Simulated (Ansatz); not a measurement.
**TiAl$_{3}$: density-of-states calculation**

TiAl$_{3}$ (disordered cell, 16 atoms in the cell), computed with DFT r2SCAN, scalar-relativistic, plane waves, PAW, no spin polarisation (Ansatz 0.2.0).

It belongs to a series of runs on one base structure; here: atoms packed at random at 1.16 times the crystal's volume, relaxed. Figures and captions count atoms from 1; the log counts them from 0 in places.

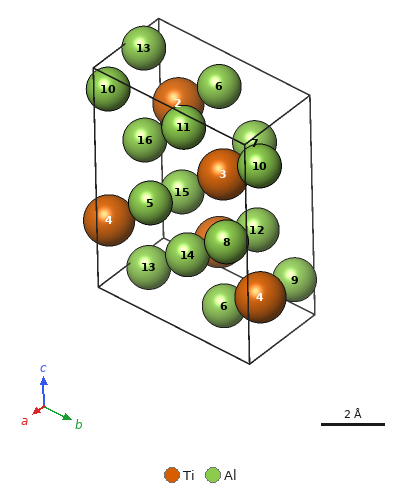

Figure 1. The input geometry (spheres-only view of the cell of the calculation, seen slightly off an axis; atoms are numbered from 1 in the order of the input). An atom can appear more than once, as a periodic image.

Summary

- outcome: converged
- electrons treated: 84
- free energy: −16508.1565 eV
- Fermi energy: 10.008 eV
- gap on the k-point mesh: none (metallic)
- pressure: −0.08 GPa
- largest force (length of the vector): 0.173 eV/Å
- hardware: 2 threads of Intel Xeon @ 2.70GHz, 189 GiB of memory available, shared host
- wall time: 97 s (CPU time 3.2 min)
- peak memory: 1.3 GiB

Input file
```yaml
crystal:
  lattice:
    - [6.818568, -0.031633, 0.2412]
    - [0.065543, 5.338244, -1.216483]
    - [0.262479, -1.282588, 7.2009]
  atoms:
    - { symbol: Ti, position: [0.0938287524, 0.4138167889, 0.1466704442] }
    - { symbol: Ti, position: [0.2193709687, 0.2172258783, 0.738854939] }
    - { symbol: Ti, position: [0.598322089, 0.6746272382, 0.6604645807] }
    - { symbol: Ti, position: [0.7146536444, 0.9559312836, 0.2249074556] }
    - { symbol: Al, position: [0.951418983, 0.3396261668, 0.4925970089] }
    - { symbol: Al, position: [0.4437474028, 0.5921318587, 0.9977287081] }
    - { symbol: Al, position: [0.2041039381, 0.7135199361, 0.730196351] }
    - { symbol: Al, position: [0.9537383286, 0.8437754209, 0.4921793488] }
    - { symbol: Al, position: [0.1087979109, 0.9175973854, 0.1553545699] }
    - { symbol: Al, position: [0.8693036564, 0.0384382349, 0.8875659396] }
    - { symbol: Al, position: [0.8707151413, 0.5377568167, 0.8885206184] }
    - { symbol: Al, position: [0.359253831, 0.7872094884, 0.3932657555] }
    - { symbol: Al, position: [0.4422165382, 0.0929648812, 0.9970161835] }
    - { symbol: Al, position: [0.687866441, 0.4631016211, 0.239995177] }
    - { symbol: Al, position: [0.361783233, 0.291445586, 0.3929067648] }
    - { symbol: Al, position: [0.6253678815, 0.167514579, 0.6453798185] }
basis:
  ecutwfc: 500
kpoints:
  mp_grid: { grid: [5, 5, 5] }
hamiltonian:
  xc: r2scan
scf:
  occupations: { method: gaussian, width: 0.1 }
  n_extra_bands: 8
output:
  forces: true
  stress: true
  eigenvalues: true
  populations: true
  dos:
    method: { smearing: { sigma: 0.1, scheme: gaussian } }
    projected: true
    de: 0.02
  write_density: true
  write_potential: true
  elf: true
  volumetric_format: npy
```

Run as:
```bash
ansatz run input.yaml --threads 2 --pin off --max-ram 5120MiB --backend cpu --events-out ev --progress --plain --runs-dir out
```

What the program printed
```
scf.n_extra_bands = 8 over 42 filled bands (N_el = 84.0): the run solves 50 bands
Engine: ansatz 0.2.0, x86_64-unknown-linux-gnu
Pseudopotentials: kind: paw
Pseudopotential: Ti, paw, valence charge 12, recommended cutoff 500 eV (meta_gga), Ti.paw.azcp
Pseudopotential: Al, paw, valence charge 3, recommended cutoff 500 eV (meta_gga), Al.paw.azcp
Functional definition: r2SCAN
  parameter k0 = 0.174
  parameter k1 = 0.065
  parameter a1 = 4.9479
  exchange = r2scan_x(k0 = k0, k1 = k1, a1 = a1)
  correlation = r2scan_c
Crystal: 16 atoms, lattice volume = 251.135 Å³
Basis set: ecut = 500 eV, 6371 PW (Γ), exchange–correlation on 200×160×216 points (64 copies of the dense FFT grid, shifted against one another)
Bands: 50, of which v1, the nominal top of the filled ones, is band 42 counted from 1 (41 counted from 0)
Symmetry: 1 space group operations
Space group: P1 (ITA 1), of the structure as read, at distance tolerance 6.3e-5 Å
k-points: 63 of 125 (time reversal used)
Non-local potential: Ti, projectors of the file, l = 0: 3, l = 1: 2, l = 2: 3, l = 3: 1
Non-local potential: Al, projectors of the file, l = 0: 2, l = 1: 2, l = 2: 1
PAW form: soft (Blöchl's): semilocal exchange-correlation on the pseudo side does not see the compensation charge
PAW frozen core: Ti, regenerated for the run's functional (the file was generated under x = pbe(κ = 0.804, μ = 0.2195149727645171), c = pbe(β = 0.06672455060314922))
PAW frozen core: Al, regenerated for the run's functional (the file was generated under x = pbe(κ = 0.804, μ = 0.2195149727645171), c = pbe(β = 0.06672455060314922))
PAW one-centre angular grid: Ti, 590 points (default); XC on 160 Gauss nodes
PAW one-centre angular grid: Al, 302 points (default); XC on 160 Gauss nodes
Initial density: superposition of atomic densities (neutral atoms: chi_scale 0, normalization atom), corrected by the library's trained network
Initial wavefunctions: pseudopotential atomic-orbital guess
Functional: x = r2scan, c = r2scan; τ floored in thin density (d = 2e-4 eV/Å³)
SCF iter   1: F=—  HF=-16507.973389 eV  |F-HF|=—  |Δ(HF+E_count)|=         —  Δρ=1.05e-2  dr2=3.22e-1  dr2_τ=1.10e-1  ethr=1.77e-3  ⟨swp⟩=7.9  Hψ=14945  notcnv=0
preconditioner: auto → Kerker (q_TF=auto, 2.273 Å⁻¹)  [metal: Δε(μ)=0.041 eV  Ē_g=4.959 eV  σ=0.100 eV  W_gap=0.22  n_scr=52 (ndim 8)  ℏωp=16.9 eV  f_vac=0.000  D(μ)=4.58/eV (n_scr^D=22)]
SCF iter   2: F=—  HF=-16508.162235 eV  |F-HF|=—  |Δ(HF+E_count)|=   1.89e-1  Δρ=4.86e-3  dr2=8.23e-2  dr2_τ=8.23e-3  ethr=3.83e-4  ⟨swp⟩=3.0  Hψ=6759  notcnv=0  defer=118
SCF iter   3: F=—  HF=-16508.158022 eV  |F-HF|=—  |Δ(HF+E_count)|=   4.21e-3  Δρ=2.84e-3  dr2=2.39e-2  dr2_τ=5.30e-4  ethr=9.80e-5  ⟨swp⟩=2.0  Hψ=4109  notcnv=0  defer=118
SCF iter   4: F=—  HF=-16508.160703 eV  |F-HF|=—  |Δ(HF+E_count)|=   2.68e-3  Δρ=3.27e-3  dr2=5.94e-2  dr2_τ=1.81e-3  ethr=2.84e-5  ⟨swp⟩=2.0  Hψ=4417  notcnv=0  defer=118  recentre
SCF iter   5: F=—  HF=-16508.156659 eV  |F-HF|=—  |Δ(HF+E_count)|=   4.04e-3  Δρ=6.16e-4  dr2=1.21e-3  dr2_τ=2.65e-5  ethr=2.84e-5  ⟨swp⟩=2.0  Hψ=4089  notcnv=0  defer=118
SCF iter   6: F=—  HF=-16508.156518 eV  |F-HF|=—  |Δ(HF+E_count)|=   1.41e-4  Δρ=1.13e-4  dr2=4.60e-5  dr2_τ=1.50e-6  ethr=1.45e-6  ⟨swp⟩=2.6  Hψ=4653  notcnv=0  defer=118
SCF iter   7: F=—  HF=-16508.156469 eV  |F-HF|=—  |Δ(HF+E_count)|=   4.87e-5  Δρ=5.26e-5  dr2=1.45e-5  dr2_τ=4.77e-7  ethr=5.48e-8  ⟨swp⟩=2.7  Hψ=4808  notcnv=0  defer=118
SCF iter   8: F=—  HF=-16508.156468 eV  |F-HF|=—  |Δ(HF+E_count)|=   7.41e-7  Δρ=2.56e-5  dr2=3.06e-6  dr2_τ=1.14e-7  ethr=1.72e-8  ⟨swp⟩=2.0  Hψ=3657  notcnv=0  defer=118
SCF iter   9: F=—  HF=-16508.156468 eV  |F-HF|=—  |Δ(HF+E_count)|=   1.04e-7  Δρ=7.49e-6  dr2=2.59e-7  dr2_τ=2.55e-9  ethr=3.64e-9  ⟨swp⟩=1.7  Hψ=3123  notcnv=0  defer=118
SCF iter  10: F=-16508.156468 eV  HF=-16508.156468 eV  |F-HF|=3.35e-9  |Δ(HF+E_count)|=   4.19e-9  Δρ=1.22e-6  dr2=6.55e-9  dr2_τ=1.05e-10  ethr=1.19e-10  ⟨swp⟩=17.2  Hψ=20006  notcnv=0
SCF 1 converged in 10 iterations: F = -16508.156468 eV  dr2 = 6.55e-9
  greatest PAW one-centre occupation: 1.001 electrons in one spin orbital (limit 2), on the Ti atom at site 0 (counted from 0), in its partial waves of l = 1
```

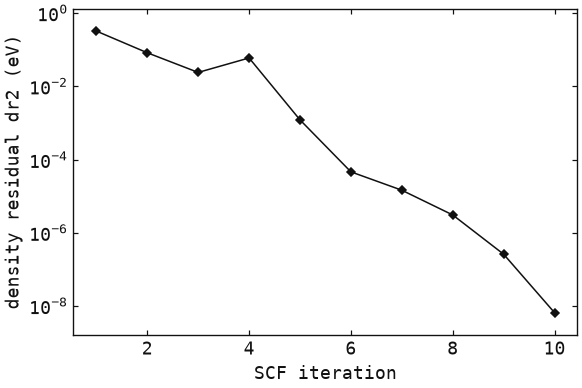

Figure 2. Convergence of the self-consistent field: density residual dr2 against the SCF iteration. The residual comes down, with one marked jump up, by a factor of about 2.5, at step 4.

```
SCF converged after 10 iterations
Free energy (F): -16508.156468 eV
Harris-Foulkes:  -16508.156468 eV  (|F-HF|=3.35e-9)
Internal energy: -16508.133721 eV  (E = F + TS)
E sigma→0 (E₀):  -16508.145094 eV
Entropy (-TS):   -0.022747 eV (-1.422 meV/atom)
Fermi energy:    10.007557 eV
--- Per-component energies (eV) ---
  E_band       = -662.308531
  E_kinetic    = 1380.957115
  E_local      = -4829.070402  (includes V_loc(G=0)·N_el)
  E_nonlocal   = 150.079032
  E_hartree    = 2132.318544
  E_xc         = -818.803914
  E_vxc        = -913.254124  (∫ρ·V_xc dr)
  E_paw        = -9908.442920  (= ΣΔE_a)
  E_vpaw       = -766.692709  (= ΣTr[D̂ρ^β])
  E_aug_tail   = 0.000362  (compensation charges beyond the density's cutoff)
  E_vtau       = 51.038941  (kinetic-family band-sum trace: ∫τ·v_τ [+ j·A + Jᵃ·Aᵃ] dr)
  E_ewald      = -4613.436412
  E_core_change = -1.735125  (= ΣΔE_core)
  E_smearing   = -0.022747  (= −TS)
  E_closure    = 0.000000  (closes the sum)
  Σ components = -16508.156468   (vs F -16508.156468, Δ=0.00e0)
--- Forces (eV/Å), atoms counted from 1 ---
  atom   1  Ti    -0.01419172     0.01107150    -0.03795717
  atom   2  Ti     0.00359907    -0.01718521     0.03073173
  atom   3  Ti     0.02347438    -0.06713860    -0.13818530
  atom   4  Ti    -0.01976587     0.07835873     0.14107553
  atom   5  Al     0.04930178    -0.03827801    -0.07131303
  atom   6  Al    -0.00259010     0.01144042    -0.07671171
  atom   7  Al     0.14565901    -0.03824733    -0.01051183
  atom   8  Al    -0.02785818    -0.00854913    -0.10087781
  atom   9  Al    -0.13821703     0.03035816     0.01007140
  atom  10  Al     0.00360131    -0.00371288     0.08596460
  atom  11  Al     0.04201556     0.01203278     0.04398373
  atom  12  Al     0.03322743     0.00513871     0.09791184
  atom  13  Al    -0.03541013    -0.01236730    -0.04714639
  atom  14  Al     0.16208453     0.03920839    -0.00452005
  atom  15  Al    -0.05563272     0.03358660     0.07248119
  atom  16  Al    -0.16931489    -0.03576344     0.00497761
  max |Σ_I F_I| component: 4.66e-5 eV/Å
--- Stress (GPa, compression-positive) ---
        1.839617      -0.051365       0.080996
       -0.051365      -1.771685       1.463170
        0.080996       1.463170      -0.319963
  P = ⅓ Tr σ = -0.0840 GPa (-0.840 kbar)
--- Band table (eV; the first three rows and the last of 63) ---
  k-point 0: bands = ["-49.1723", "-49.1712", "-49.0037", "-48.9727", "-24.4659", "-24.4513", "-24.4437", "-24.4368", "-24.3469", "-24.3458", "-24.3199", "-24.2997", "-24.2702", "-24.2475", "-24.1990", "-24.0523", "-1.1249", "1.6562", "1.9731", "2.3670", "2.8653", "3.8755", "4.6319", "4.6577", "4.7524", "4.8754", "5.5525", "6.0622", "6.8496", "6.9290", "6.9454", "7.1545", "7.3869", "7.4066", "7.5088", "8.5340", "8.8372", "8.9667", "9.0513", "9.1858", "9.4415", "9.8888", "10.3165", "10.3318", "10.7398", "10.8530", "11.0083", "11.0466", "11.3601", "11.4299"]
  k-point 1: bands = ["-49.1722", "-49.1713", "-49.0037", "-48.9727", "-24.4645", "-24.4526", "-24.4436", "-24.4369", "-24.3471", "-24.3456", "-24.3197", "-24.2998", "-24.2700", "-24.2475", "-24.1988", "-24.0526", "-0.9846", "0.9719", "2.2242", "2.2604", "3.4875", "3.7902", "4.0989", "4.3205", "5.2079", "5.2833", "5.6961", "6.2939", "6.5741", "6.7452", "7.1553", "7.3983", "7.4733", "7.6728", "7.8419", "8.1944", "8.2722", "9.0216", "9.1155", "9.1427", "9.5068", "9.7036", "9.9453", "10.1047", "10.5429", "10.8079", "10.9818", "11.2943", "11.3330", "11.4803"]
  k-point 2: bands = ["-49.1720", "-49.1715", "-49.0037", "-48.9727", "-24.4608", "-24.4562", "-24.4437", "-24.4371", "-24.3473", "-24.3455", "-24.3193", "-24.3000", "-24.2698", "-24.2475", "-24.1985", "-24.0532", "-0.5693", "0.1015", "2.3545", "2.6725", "3.0300", "3.3809", "4.1215", "4.8711", "5.3074", "5.8478", "6.2918", "6.3268", "6.6269", "6.8742", "7.0457", "7.2799", "7.4697", "7.7677", "7.9806", "8.1591", "8.1944", "8.4227", "8.7368", "9.1209", "9.2454", "9.5992", "9.6659", "10.0791", "10.6206", "10.7932", "11.0608", "11.3163", "11.4813", "11.5590"]
  k-point 62: bands = ["-49.1720", "-49.1715", "-49.0037", "-48.9727", "-24.4639", "-24.4529", "-24.4439", "-24.4376", "-24.3473", "-24.3458", "-24.3198", "-24.2997", "-24.2699", "-24.2476", "-24.1986", "-24.0529", "-0.0007", "0.3658", "1.3142", "2.0636", "2.8808", "3.5661", "4.4703", "4.8217", "5.2711", "5.5623", "5.9512", "6.0865", "6.7164", "6.9436", "7.2330", "7.3804", "7.6135", "7.8991", "8.1909", "8.2644", "8.3444", "8.7069", "8.9124", "9.1421", "9.4463", "9.6481", "10.1037", "10.5281", "10.5978", "10.8994", "10.9490", "11.2150", "11.3864", "11.6349"]
--- Löwdin populations: 16 sites ---
  site symbol       q [e]
     0     Ti     11.4928
     1     Ti     11.4928
     2     Ti     11.4877
     3     Ti     11.4879
     4     Al      3.1169
     5     Al      3.1182
     6     Al      3.0408
     7     Al      3.1136
     8     Al      3.0406
     9     Al      3.1180
    10     Al      3.1206
    11     Al      3.1137
    12     Al      3.1206
    13     Al      3.1224
    14     Al      3.1171
    15     Al      3.1225
  spilling = 0.009211 (of n_electrons = 84.000000)
```

File populations.tsv
```
# site	symbol	l	j	q
# orbitals = lowdin
# n_electrons = 84.000000
# spilling = 0.009211
0	Ti	0_3S	-	1.853564
0	Ti	0_4S	-	0.496697
0	Ti	1_3P	-	5.984409
0	Ti	2_3D	-	3.158172
1	Ti	0_3S	-	1.853572
1	Ti	0_4S	-	0.496659
1	Ti	1_3P	-	5.984409
1	Ti	2_3D	-	3.158159
2	Ti	0_3S	-	1.851347
2	Ti	0_4S	-	0.466690
2	Ti	1_3P	-	5.983631
2	Ti	2_3D	-	3.186072
3	Ti	0_3S	-	1.851321
3	Ti	0_4S	-	0.466739
3	Ti	1_3P	-	5.983624
3	Ti	2_3D	-	3.186235
4	Al	0_3S	-	0.803291
4	Al	1_3P	-	2.313572
5	Al	0_3S	-	0.835159
5	Al	1_3P	-	2.283044
6	Al	0_3S	-	0.890197
6	Al	1_3P	-	2.150566
7	Al	0_3S	-	0.801418
7	Al	1_3P	-	2.312171
8	Al	0_3S	-	0.890300
8	Al	1_3P	-	2.150328
9	Al	0_3S	-	0.834885
9	Al	1_3P	-	2.283093
10	Al	0_3S	-	0.833667
10	Al	1_3P	-	2.286945
11	Al	0_3S	-	0.801696
11	Al	1_3P	-	2.312022
12	Al	0_3S	-	0.833696
12	Al	1_3P	-	2.286941
13	Al	0_3S	-	0.883781
13	Al	1_3P	-	2.238609
14	Al	0_3S	-	0.803382
14	Al	1_3P	-	2.313707
15	Al	0_3S	-	0.883615
15	Al	1_3P	-	2.238914
```

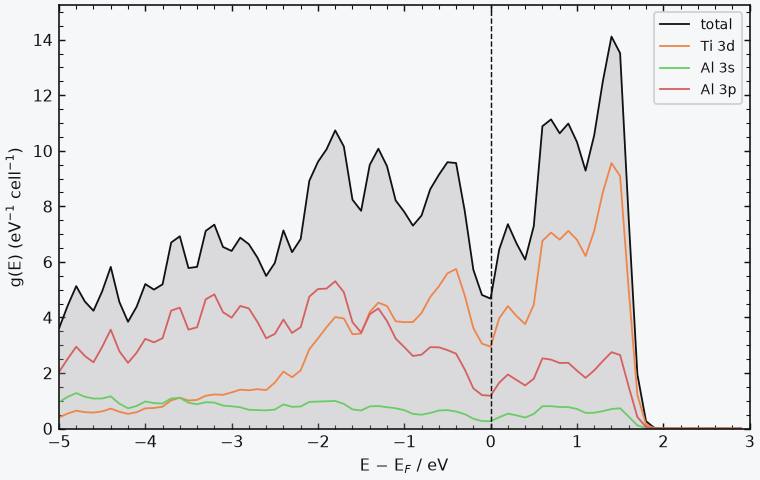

Figure 3. Density of states (projected on Löwdin-orthogonalised atomic shells), with energies from the Fermi level. There are states at the Fermi level: a metal at this level of theory.

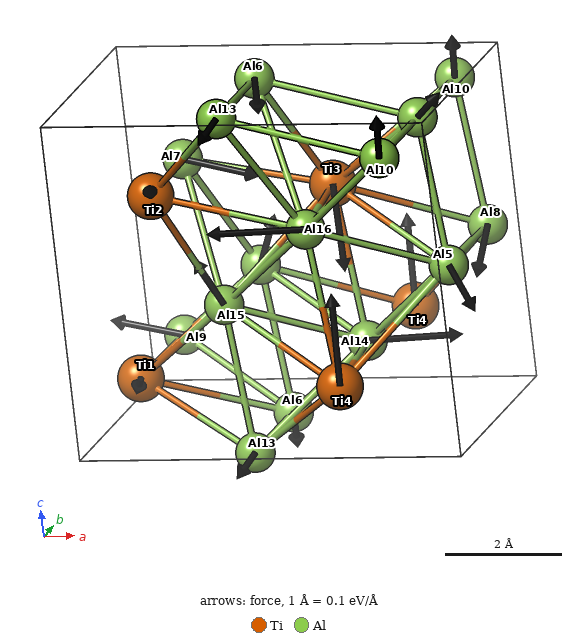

Figure 4. Forces on the atoms as black arrows (ball-and-stick view of the cell of the calculation, seen slightly off an axis; atoms are numbered from 1 in the order of the input). The largest act on Al16 (0.17 eV/Å); Al14 (0.17 eV/Å); Ti4 (0.16 eV/Å); Ti3 (0.16 eV/Å), among others. The geometry is not a stationary point of this energy.

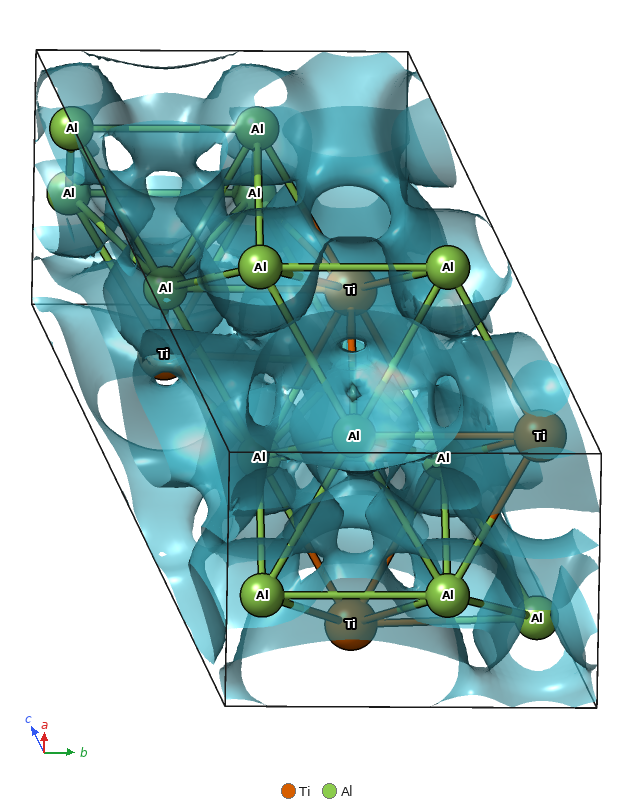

Figure 5. Isosurface of the electron localisation function at 0.55 (cyan), seen at an oblique angle. Only the valence region is drawn (cores and ρ < 0.01 e/Å³ removed). Sticks mark near contacts. The outline is the calculation cell. Along the contacts the grid gives the following. Al–Al (2.68 Å): the ELF peaks at about 0.65 between the atoms. Core electrons are frozen (PAW), so the fields are smoothed inside the atomic spheres.

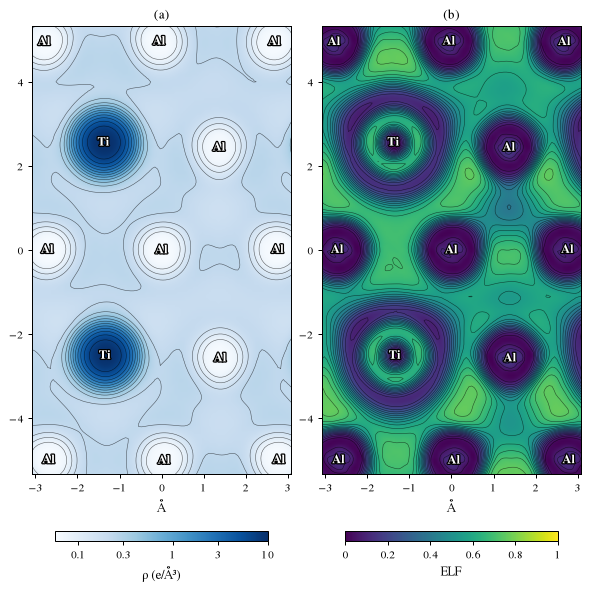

Figure 6. (a) valence electron density; (b) ELF on the (101̄) plane of the calculation cell. Al–Al (2.74 Å): ρ is about 0.24 e/Å³ halfway; the ELF peaks at about 0.70 between the atoms. Al–Al (2.80 Å): ρ is about 0.21 e/Å³ halfway; the ELF peaks at about 0.60 between the atoms. Away from the nuclei the density in this plane falls to 0.17 e/Å³ at its lowest. The strong features right at Ti lie inside the PAW spheres (semicore, d or f shells) and say nothing about bonding.
